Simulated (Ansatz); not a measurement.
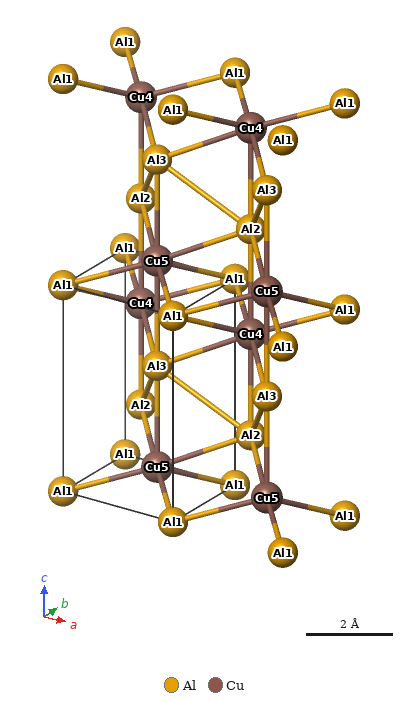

The structure as given in the input (ball-and-stick view of the cell of the calculation, repeated 2 × 1 × 2, seen slightly off an axis; atoms are numbered from 1 in the order of the input).

**Elastic-constant calculation, with input and output: Al$_{3}$Cu$_{2}$ (part 1 of 2)**

The run: elastic-constant calculation of Al$_{3}$Cu$_{2}$ (P-3m1, 5 atoms in the cell). Method and program: DFT LDA, scalar-relativistic, plane waves, PAW, no spin polarisation (Ansatz 0.2.0).

The structure derives from a Materials Project entry. It belongs to a series of runs on one base structure; here: elastic constants, atoms clamped. Figures and captions count atoms from 1; the log counts them from 0 in places.

Log
```
band count auto-derived: 31 (N_el = 47.0; filled up to band 24; 29 by the electrons, moments and atoms)
Engine: ansatz 0.2.0, x86_64-unknown-linux-gnu
Pseudopotentials: kind: paw
Pseudopotential: Al, paw, valence charge 3, recommended cutoff 420 eV (normal), Al.paw.azcp
Pseudopotential: Cu, paw, valence charge 19, recommended cutoff 420 eV (normal), Cu.paw.azcp
Functional definition: SPW92
  exchange = slater_x
  correlation = pw_c
Crystal: 5 atoms, lattice volume = 70.385 Å³
Basis set: ecut = 420 eV, 1385 PW (Γ)
Bands: 31, of which v1, the nominal top of the filled ones, is band 24 counted from 1 (23 counted from 0)
Symmetry: 12 space group operations
Space group: P-3m1 (ITA 164), of the structure as read, at distance tolerance 4.1e-5 Å
k-points: 131 of 1152
Non-local potential: Al, projectors of the file, l = 0: 2, l = 1: 2, l = 2: 1
Non-local potential: Cu, projectors of the file, l = 0: 3, l = 1: 2, l = 2: 3, l = 3: 1
PAW form: soft (Blöchl's): semilocal exchange-correlation on the pseudo side does not see the compensation charge
PAW frozen core: Al, regenerated for the run's functional, and the local potential with it (the file was generated under x = pbe(κ = 0.804, μ = 0.2195149727645171), c = pbe(β = 0.06672455060314922))
PAW frozen core: Cu, regenerated for the run's functional, and the local potential with it (the file was generated under x = pbe(κ = 0.804, μ = 0.2195149727645171), c = pbe(β = 0.06672455060314922))
PAW one-centre angular grid: Al, 110 points (default); XC on 64 Gauss nodes
PAW one-centre angular grid: Cu, 590 points (default); XC on 64 Gauss nodes
Initial density: superposition of atomic densities (neutral atoms: chi_scale 0, normalization atom), corrected by the library's trained network
Initial wavefunctions: pseudopotential atomic-orbital guess
Functional: x = slater, c = lda
SCF iter   1: F=—  HF=-14651.084656 eV  |F-HF|=—  |Δ(HF+E_count)|=         —  Δρ=1.11e-2  dr2=3.78e-2  ethr=1.77e-3  ⟨swp⟩=6.8  Hψ=18597  notcnv=0
preconditioner: auto → Kerker (q_TF=auto, 2.551 Å⁻¹)  [metal: Δε(μ)=0.017 eV  Ē_g=8.718 eV  σ=0.150 eV  W_gap=0.03  n_scr=22 (ndim 8)  ℏωp=24.6 eV  f_vac=0.000  D(μ)=1.22/eV (n_scr^D=2)]
SCF iter   2: F=—  HF=-14651.075239 eV  |F-HF|=—  |Δ(HF+E_count)|=   9.42e-3  Δρ=2.43e-3  dr2=3.41e-3  ethr=8.04e-5  ⟨swp⟩=2.1  Hψ=7293  notcnv=0
SCF iter   3: F=—  HF=-14651.074626 eV  |F-HF|=—  |Δ(HF+E_count)|=   6.13e-4  Δρ=1.83e-3  dr2=1.35e-3  ethr=7.26e-6  ⟨swp⟩=2.7  Hψ=5644  notcnv=0
SCF iter   4: F=—  HF=-14651.074388 eV  |F-HF|=—  |Δ(HF+E_count)|=   2.39e-4  Δρ=3.93e-4  dr2=8.66e-5  ethr=2.86e-6  ⟨swp⟩=1.0  Hψ=4047  notcnv=0
SCF iter   5: F=—  HF=-14651.074372 eV  |F-HF|=—  |Δ(HF+E_count)|=   1.58e-5  Δρ=4.87e-5  dr2=1.82e-6  ethr=1.84e-7  ⟨swp⟩=1.0  Hψ=4047  notcnv=0
SCF iter   6: F=—  HF=-14651.074368 eV  |F-HF|=—  |Δ(HF+E_count)|=   3.92e-6  Δρ=2.38e-5  dr2=5.94e-7  ethr=3.86e-9  ⟨swp⟩=2.7  Hψ=6096  notcnv=0
SCF iter   7: F=—  HF=-14651.074368 eV  |F-HF|=—  |Δ(HF+E_count)|=   8.40e-8  Δρ=3.82e-6  dr2=2.09e-8  ethr=1.26e-9  ⟨swp⟩=2.1  Hψ=4931  notcnv=0
SCF iter   8: F=—  HF=-14651.074368 eV  |F-HF|=—  |Δ(HF+E_count)|=   1.83e-9  Δρ=2.21e-6  dr2=5.79e-9  ethr=4.45e-11  ⟨swp⟩=2.4  Hψ=7243  notcnv=0
SCF iter   9: F=—  HF=-14651.074368 eV  |F-HF|=—  |Δ(HF+E_count)|=   1.74e-9  Δρ=5.64e-7  dr2=3.78e-10  ethr=1.23e-11  ⟨swp⟩=2.3  Hψ=5914  notcnv=0
SCF iter  10: F=—  HF=-14651.074368 eV  |F-HF|=—  |Δ(HF+E_count)|=  1.56e-10  Δρ=1.05e-7  dr2=7.97e-12  ethr=8.05e-13 (applied; sched 1.00e-12)  ⟨swp⟩=2.0  Hψ=6056  notcnv=0
SCF iter  11: F=—  HF=-14651.074368 eV  |F-HF|=—  |Δ(HF+E_count)|=  5.46e-12  Δρ=2.35e-8  dr2=3.23e-13  ethr=1.70e-14 (applied; sched 1.00e-12)  ⟨swp⟩=2.2  Hψ=6046  notcnv=0  defer=13
SCF iter  12: F=-14651.074368 eV  HF=-14651.074368 eV  |F-HF|=0.00e0  |Δ(HF+E_count)|=  1.82e-12  Δρ=1.10e-8  dr2=5.32e-14  ethr=1.00e-12  ⟨swp⟩=4.4  Hψ=13178  notcnv=0
SCF 1 converged in 12 iterations: F = -14651.074368 eV  dr2 = 5.32e-14
  greatest PAW one-centre occupation: 1.000 electrons in one spin orbital (limit 2), on the Cu atom at site 4 (counted from 0), in its partial waves of l = 0
Crystal: 5 atoms, lattice volume = 70.033 Å³
Symmetry: 4 space group operations
k-points: 320 of 1152
Initial density: handed on by an earlier stage of this run
Initial wavefunctions: those handed on with the density
iter 1 solved again at ethr=4.48e-6 eV; its pass at ethr=3.10e-3 eV (dr2=2.11e-3 eV) is discarded
SCF iter   1: F=—  HF=-14651.073523 eV  |F-HF|=—  |Δ(HF+E_count)|=         —  Δρ=2.04e-3  dr2=2.20e-3  ethr=4.48e-6  ⟨swp⟩=2.9  Hψ=48429  notcnv=0  defer=1
preconditioner: auto → Kerker (q_TF=auto, 2.553 Å⁻¹)  [metal: Δε(μ)=0.001 eV  Ē_g=8.783 eV  σ=0.150 eV  W_gap=0.00  n_scr=22 (ndim 8)  ℏωp=24.7 eV  f_vac=0.000  D(μ)=1.22/eV (n_scr^D=2)]
SCF iter   2: F=—  HF=-14651.073180 eV  |F-HF|=—  |Δ(HF+E_count)|=   3.43e-4  Δρ=3.51e-4  dr2=1.01e-4  ethr=4.48e-6  ⟨swp⟩=2.1  Hψ=12568  notcnv=0  defer=1
SCF iter   3: F=—  HF=-14651.073122 eV  |F-HF|=—  |Δ(HF+E_count)|=   5.87e-5  Δρ=3.19e-4  dr2=8.38e-5  ethr=2.14e-7  ⟨swp⟩=2.2  Hψ=15356  notcnv=0  defer=1
SCF iter   4: F=—  HF=-14651.073106 eV  |F-HF|=—  |Δ(HF+E_count)|=   1.54e-5  Δρ=8.12e-5  dr2=3.31e-6  ethr=1.78e-7  ⟨swp⟩=2.7  Hψ=14767  notcnv=0  defer=1
SCF iter   5: F=—  HF=-14651.073105 eV  |F-HF|=—  |Δ(HF+E_count)|=   8.70e-7  Δρ=1.29e-5  dr2=1.87e-7  ethr=7.05e-9  ⟨swp⟩=2.0  Hψ=14163  notcnv=0  defer=1
SCF iter   6: F=—  HF=-14651.073105 eV  |F-HF|=—  |Δ(HF+E_count)|=   1.38e-8  Δρ=3.50e-6  dr2=2.04e-8  ethr=3.98e-10  ⟨swp⟩=2.0  Hψ=14525  notcnv=0  defer=1
SCF iter   7: F=—  HF=-14651.073105 eV  |F-HF|=—  |Δ(HF+E_count)|=   5.57e-9  Δρ=1.20e-6  dr2=2.12e-9  ethr=4.35e-11  ⟨swp⟩=2.1  Hψ=14605  notcnv=0  defer=1
SCF iter   8: F=—  HF=-14651.073105 eV  |F-HF|=—  |Δ(HF+E_count)|=  4.93e-10  Δρ=2.75e-7  dr2=1.39e-10  ethr=4.50e-12  ⟨swp⟩=2.1  Hψ=12572  notcnv=0  defer=1
SCF iter   9: F=—  HF=-14651.073105 eV  |F-HF|=—  |Δ(HF+E_count)|=  3.64e-11  Δρ=8.18e-8  dr2=7.77e-12  ethr=2.95e-13 (applied; sched 1.00e-12)  ⟨swp⟩=2.1  Hψ=13362  notcnv=0  defer=13
SCF iter  10: F=—  HF=-14651.073105 eV  |F-HF|=—  |Δ(HF+E_count)|=  3.64e-12  Δρ=2.14e-8  dr2=4.61e-13  ethr=1.65e-14 (applied; sched 1.00e-12)  ⟨swp⟩=2.2  Hψ=14688  notcnv=0  defer=37
SCF iter  11: F=-14651.073105 eV  HF=-14651.073105 eV  |F-HF|=0.00e0  |Δ(HF+E_count)|=  1.82e-12  Δρ=4.23e-9  dr2=1.19e-14  ethr=1.00e-12  ⟨swp⟩=4.0  Hψ=31417  notcnv=0
SCF 2 converged in 11 iterations: F = -14651.073105 eV  dr2 = 1.19e-14
Crystal: 5 atoms, lattice volume = 70.737 Å³
iter 1 solved again at ethr=1.35e-9 eV; its pass at ethr=3.10e-3 eV (dr2=6.33e-7 eV) is discarded
SCF iter   1: F=—  HF=-14651.073134 eV  |F-HF|=—  |Δ(HF+E_count)|=         —  Δρ=1.66e-4  dr2=6.39e-7  ethr=1.35e-9  ⟨swp⟩=2.1  Hψ=48097  notcnv=0  defer=2
preconditioner: auto → Kerker (q_TF=auto, 2.549 Å⁻¹)  [metal: Δε(μ)=0.018 eV  Ē_g=8.731 eV  σ=0.150 eV  W_gap=0.03  n_scr=22 (ndim 8)  ℏωp=24.6 eV  f_vac=0.000  D(μ)=1.24/eV (n_scr^D=6)]
SCF iter   2: F=—  HF=-14651.073144 eV  |F-HF|=—  |Δ(HF+E_count)|=   9.58e-6  Δρ=8.43e-5  dr2=1.75e-7  ethr=1.35e-9  ⟨swp⟩=1.0  Hψ=9886  notcnv=0  defer=2
SCF iter   3: F=—  HF=-14651.073147 eV  |F-HF|=—  |Δ(HF+E_count)|=   3.32e-6  Δρ=8.60e-6  dr2=3.12e-8  ethr=3.71e-10  ⟨swp⟩=2.7  Hψ=14890  notcnv=0  defer=2
SCF iter   4: F=—  HF=-14651.073147 eV  |F-HF|=—  |Δ(HF+E_count)|=   5.51e-9  Δρ=3.17e-6  dr2=3.60e-9  ethr=6.63e-11  ⟨swp⟩=2.0  Hψ=13676  notcnv=0  defer=2
SCF iter   5: F=—  HF=-14651.073147 eV  |F-HF|=—  |Δ(HF+E_count)|=   2.20e-9  Δρ=3.72e-7  dr2=9.65e-11  ethr=7.66e-12  ⟨swp⟩=2.0  Hψ=11768  notcnv=0  defer=2
SCF iter   6: F=—  HF=-14651.073147 eV  |F-HF|=—  |Δ(HF+E_count)|=    0.00e0  Δρ=1.30e-7  dr2=1.05e-11  ethr=2.05e-13 (applied; sched 1.00e-12)  ⟨swp⟩=2.1  Hψ=14607  notcnv=0  defer=9
SCF iter   7: F=—  HF=-14651.073147 eV  |F-HF|=—  |Δ(HF+E_count)|=  3.64e-12  Δρ=1.58e-8  dr2=2.36e-13  ethr=2.23e-14 (applied; sched 1.00e-12)  ⟨swp⟩=2.2  Hψ=14265  notcnv=0  defer=34
SCF iter   8: F=-14651.073147 eV  HF=-14651.073147 eV  |F-HF|=0.00e0  |Δ(HF+E_count)|=  3.64e-12  Δρ=9.56e-9  dr2=8.62e-14  ethr=1.00e-12  ⟨swp⟩=4.0  Hψ=31200  notcnv=0
SCF 3 converged in 8 iterations: F = -14651.073147 eV  dr2 = 8.62e-14
iter 1 solved again at ethr=4.97e-6 eV; its pass at ethr=3.10e-3 eV (dr2=2.34e-3 eV) is discarded
SCF iter   1: F=—  HF=-14651.073412 eV  |F-HF|=—  |Δ(HF+E_count)|=         —  Δρ=2.12e-3  dr2=2.48e-3  ethr=4.97e-6  ⟨swp⟩=2.3  Hψ=19248  notcnv=0  defer=1
preconditioner: auto → Kerker (q_TF=auto, 2.553 Å⁻¹)  [metal: Δε(μ)=0.009 eV  Ē_g=8.784 eV  σ=0.150 eV  W_gap=0.02  n_scr=20 (ndim 8)  ℏωp=24.7 eV  f_vac=0.000  D(μ)=1.21/eV (n_scr^D=2)]
SCF iter   2: F=—  HF=-14651.073035 eV  |F-HF|=—  |Δ(HF+E_count)|=   3.76e-4  Δρ=3.78e-4  dr2=1.49e-4  ethr=4.97e-6  ⟨swp⟩=2.0  Hψ=5126  notcnv=0  defer=1
SCF iter   3: F=—  HF=-14651.072965 eV  |F-HF|=—  |Δ(HF+E_count)|=   7.01e-5  Δρ=3.53e-4  dr2=1.17e-4  ethr=3.17e-7  ⟨swp⟩=2.0  Hψ=5895  notcnv=0  defer=1
SCF iter   4: F=—  HF=-14651.072944 eV  |F-HF|=—  |Δ(HF+E_count)|=   2.18e-5  Δρ=9.11e-5  dr2=6.47e-6  ethr=2.49e-7  ⟨swp⟩=2.7  Hψ=5902  notcnv=0  defer=1
SCF iter   5: F=—  HF=-14651.072946 eV  |F-HF|=—  |Δ(HF+E_count)|=   2.76e-6  Δρ=1.89e-5  dr2=3.62e-7  ethr=1.38e-8  ⟨swp⟩=2.0  Hψ=5755  notcnv=0  defer=1
SCF iter   6: F=—  HF=-14651.072944 eV  |F-HF|=—  |Δ(HF+E_count)|=   2.22e-6  Δρ=4.67e-6  dr2=2.70e-8  ethr=7.70e-10  ⟨swp⟩=2.0  Hψ=5871  notcnv=0  defer=1
SCF iter   7: F=—  HF=-14651.072944 eV  |F-HF|=—  |Δ(HF+E_count)|=   1.17e-8  Δρ=1.06e-6  dr2=8.64e-10  ethr=5.75e-11  ⟨swp⟩=2.0  Hψ=6084  notcnv=0  defer=1
SCF iter   8: F=—  HF=-14651.072944 eV  |F-HF|=—  |Δ(HF+E_count)|=  2.96e-10  Δρ=2.08e-7  dr2=3.90e-11  ethr=1.84e-12  ⟨swp⟩=2.1  Hψ=6104  notcnv=0  defer=1
SCF iter   9: F=—  HF=-14651.072944 eV  |F-HF|=—  |Δ(HF+E_count)|=  1.46e-11  Δρ=5.55e-8  dr2=4.39e-12  ethr=8.30e-14 (applied; sched 1.00e-12)  ⟨swp⟩=2.4  Hψ=6652  notcnv=0  defer=16
SCF iter  10: F=—  HF=-14651.072944 eV  |F-HF|=—  |Δ(HF+E_count)|=  1.82e-12  Δρ=2.20e-8  dr2=6.95e-13  ethr=9.35e-15 (applied; sched 1.00e-12)  ⟨swp⟩=1.4  Hψ=4116  notcnv=0  defer=16
SCF iter  11: F=-14651.072944 eV  HF=-14651.072944 eV  |F-HF|=5.46e-12  |Δ(HF+E_count)|=  1.82e-12  Δρ=5.05e-9  dr2=3.13e-14  ethr=1.00e-12  ⟨swp⟩=2.8  Hψ=13802  notcnv=0
SCF 4 converged in 11 iterations: F = -14651.072944 eV  dr2 = 3.13e-14
iter 1 solved again at ethr=2.06e-9 eV; its pass at ethr=3.10e-3 eV (dr2=9.70e-7 eV) is discarded
SCF iter   1: F=—  HF=-14651.072973 eV  |F-HF|=—  |Δ(HF+E_count)|=         —  Δρ=2.26e-4  dr2=9.84e-7  ethr=2.06e-9  ⟨swp⟩=2.2  Hψ=19548  notcnv=0  defer=2
preconditioner: auto → Kerker (q_TF=auto, 2.549 Å⁻¹)  [metal: Δε(μ)=0.013 eV  Ē_g=8.729 eV  σ=0.150 eV  W_gap=0.02  n_scr=22 (ndim 8)  ℏωp=24.6 eV  f_vac=0.000  D(μ)=1.25/eV (n_scr^D=2)]
SCF iter   2: F=—  HF=-14651.072992 eV  |F-HF|=—  |Δ(HF+E_count)|=   1.88e-5  Δρ=1.15e-4  dr2=2.62e-7  ethr=2.06e-9  ⟨swp⟩=1.0  Hψ=4047  notcnv=0  defer=2
SCF iter   3: F=—  HF=-14651.072998 eV  |F-HF|=—  |Δ(HF+E_count)|=   6.53e-6  Δρ=8.26e-6  dr2=3.09e-8  ethr=5.58e-10  ⟨swp⟩=2.0  Hψ=5815  notcnv=0  defer=2
SCF iter   4: F=—  HF=-14651.072998 eV  |F-HF|=—  |Δ(HF+E_count)|=   4.59e-9  Δρ=2.53e-6  dr2=4.15e-9  ethr=6.58e-11  ⟨swp⟩=2.0  Hψ=5580  notcnv=0  defer=2
SCF iter   5: F=—  HF=-14651.072998 eV  |F-HF|=—  |Δ(HF+E_count)|=  5.62e-10  Δρ=3.30e-7  dr2=8.21e-11  ethr=8.83e-12  ⟨swp⟩=2.1  Hψ=5588  notcnv=0  defer=2
SCF iter   6: F=—  HF=-14651.072998 eV  |F-HF|=—  |Δ(HF+E_count)|=  7.28e-12  Δρ=1.53e-7  dr2=1.67e-11  ethr=1.75e-13 (applied; sched 1.00e-12)  ⟨swp⟩=2.0  Hψ=6071  notcnv=0  defer=6
SCF iter   7: F=—  HF=-14651.072998 eV  |F-HF|=—  |Δ(HF+E_count)|=  3.64e-12  Δρ=1.95e-8  dr2=4.88e-13  ethr=3.54e-14 (applied; sched 1.00e-12)  ⟨swp⟩=2.5  Hψ=5778  notcnv=0  defer=14
SCF iter   8: F=-14651.072998 eV  HF=-14651.072998 eV  |F-HF|=3.64e-12  |Δ(HF+E_count)|=    0.00e0  Δρ=9.55e-9  dr2=9.59e-14  ethr=1.00e-12  ⟨swp⟩=4.0  Hψ=12870  notcnv=0
SCF 5 converged in 8 iterations: F = -14651.072998 eV  dr2 = 9.59e-14
iter 1 solved again at ethr=1.15e-7 eV; its pass at ethr=3.10e-3 eV (dr2=5.39e-5 eV) is discarded
```
